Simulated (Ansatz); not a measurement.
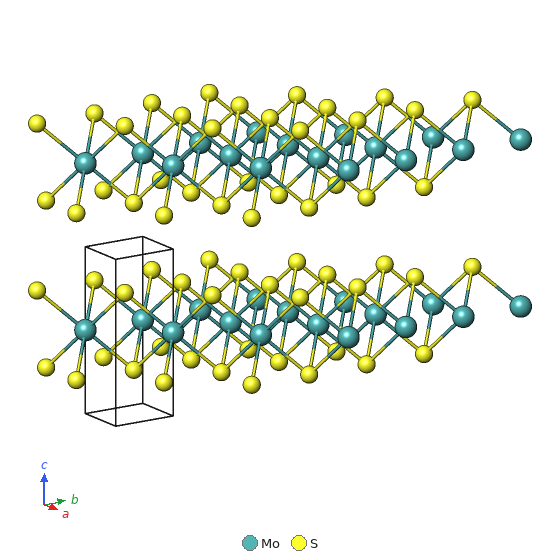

System MoS₂ (space group P-3m1, No. 164); source of the atomic positions: the geometry relaxed at fixed volume with DFT r2SCAN, scalar-relativistic, plane waves, PAW in Ansatz.

Bonds are taken as Mo–S below 2.7 Å. Simplification: prune 0- and 1-connected atoms, fold 2-connected ones into links.

**What kind of net remains, and which atoms are its nodes?**

A binodal (3,6)-connected, two-periodic (layers) net: S is a 3-connected node; Mo is a 6-connected node, in the ratio 2:1.

**Which named net is it?**

It is the kgd net, known from the layers of CdI2 (1T type).

**How do the layers lie?**

The layers lie parallel to (001).

**Give the first ten terms of the coordination sequence (nodes one, two, three … edges away).**

S: 3, 12, 9, 24, 15, 36, 21, 48, 27, 60; Mo: 6, 6, 18, 12, 30, 18, 42, 24, 54, 30.

**How many nodes does the smallest cycle have?**

Four.
